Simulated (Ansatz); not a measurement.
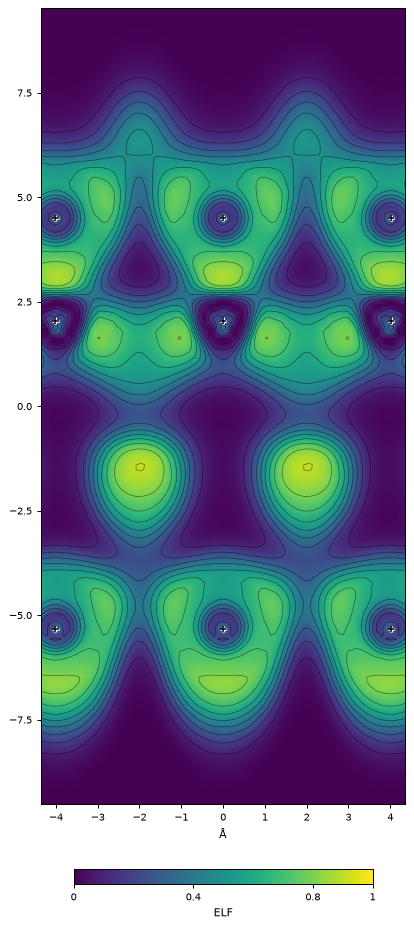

The ELF on a plane through atoms (crosses mark nuclei in the plane).

The calculation used DFT PBEsol, scalar-relativistic, plane waves, PAW in Ansatz 0.2.0.

Candidates:
A. AlAs (slab), a = 4.01 Å, b = 4.01 Å, c = 25.65 Å, α = 90.00°, β = 90.00°, γ = 120.00°. Not relaxed (largest force 0.7 eV/Å).
B. C, a = 2.46 Å, b = 2.46 Å, c = 7.28 Å, α = 90.00°, β = 90.00°, γ = 120.00°. Space group P6₃/mmc.

### Which candidate gave the map?

Candidate A: AlAs on the (010) plane of the calculation cell, a cut from vacuum to vacuum, which holds As and Al. Al–As (2.46 Å): the ELF peaks at about 0.90 between the atoms.
